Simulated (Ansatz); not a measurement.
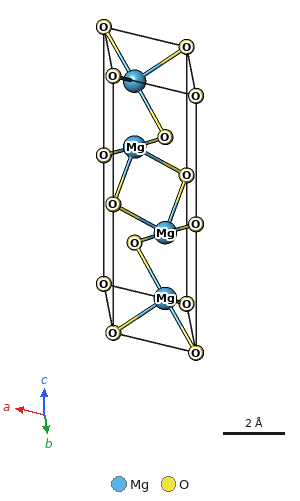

Normal modes of a crystal of MgO (a generated structure), space group P6₃/mmc (No. 194), at the zone centre. A ball-and-stick model of the cell of the calculation, seen from a free direction.

All numbers below come from DFT PBE, scalar-relativistic, plane waves, PAW in Ansatz.

The input:
```yaml
crystal:
  lattice:
    - [2.982046845, -2.89e-08, 0.0]
    - [-1.4910233975, 2.5825283375, 0.0]
    - [0.0, 0.0, 10.0787171083]
  atoms:
    - { symbol: Mg, position: [0.6666666667, 0.3333333333, 0.8780528747] }
    - { symbol: Mg, position: [0.3333333333, 0.6666666667, 0.1219471253] }
    - { symbol: Mg, position: [0.3333333333, 0.6666666667, 0.3780528747] }
    - { symbol: Mg, position: [0.6666666667, 0.3333333333, 0.6219471253] }
    - { symbol: O, position: [0.0, 0.0, 0.0] }
    - { symbol: O, position: [0.0, 0.0, 0.5] }
    - { symbol: O, position: [0.6666666667, 0.3333333333, 0.25] }
    - { symbol: O, position: [0.3333333333, 0.6666666667, 0.75] }
basis:
  ecutwfc: 420
kpoints:
  mp_grid: { grid: [12, 12, 4] }
hamiltonian:
  xc: pbe
scf:
  occupations: { method: fixed }
output:
  eigenvalues: true
phonons:
  method: dfpt
  dielectric: true
  rigid_motions: translations
  eigenvectors: true
  qmesh: [3, 3, 1]
  temperatures: { t_max: 1000, t_step: 100 }
  qpath:
    path:
      - [[0.0, 0.0, 0.0], [0.5, 0.0, 0.0], [0.33333333, 0.33333333, 0.0], [0.0, 0.0, 0.0], [0.0, 0.0, 0.5], [0.5, 0.0, 0.5], [0.33333333, 0.33333333, 0.5], [0.0, 0.0, 0.5]]
      - [[0.5, 0.0, 0.5], [0.5, 0.0, 0.0]]
      - [[0.33333333, 0.33333333, 0.5], [0.33333333, 0.33333333, 0.0]]
    npoints: 8
```

Run as
```bash
ansatz run input.yaml --threads 4 --pin off --max-ram 8192MiB --backend cpu --events-out ev --progress --plain --runs-dir out
```

Frequencies are those without the non-analytic (LO–TO) term.

List the optical modes.

The calculation's cell holds 8 atoms, so there are 21 optical modes, in 12 levels. No level is unstable.

| level | symmetry | frequency (cm⁻¹) | activity |
| --- | --- | --- | --- |
| 1 | E₂u | 111 | silent |
| 2 | E₂g | 174 | Raman-active |
| 3 | E₁g | 216 | Raman-active |
| 4 | triply degenerate | 316 | not assigned |
| 5 | E₂g | 329 | Raman-active |
| 6 | B₂u | 346 | silent |
| 7 | triply degenerate | 361 | not assigned |
| 8 | E₁u | 365 | infrared-active |
| 9 | A₂u | 541 | infrared-active |
| 10 | A₁g | 566 | Raman-active |
| 11 | B₁g | 634 | silent |
| 12 | B₂u | 667 | silent |

The modes drawn as arrows (one member of each degenerate set), 6 of the levels:

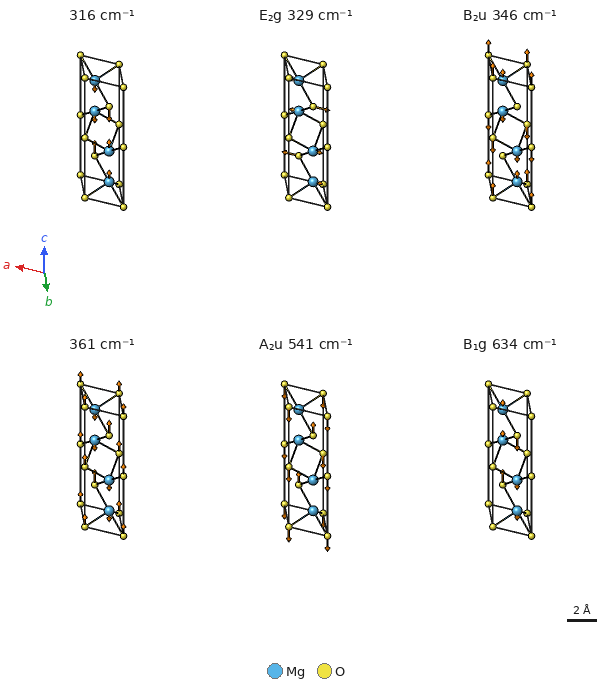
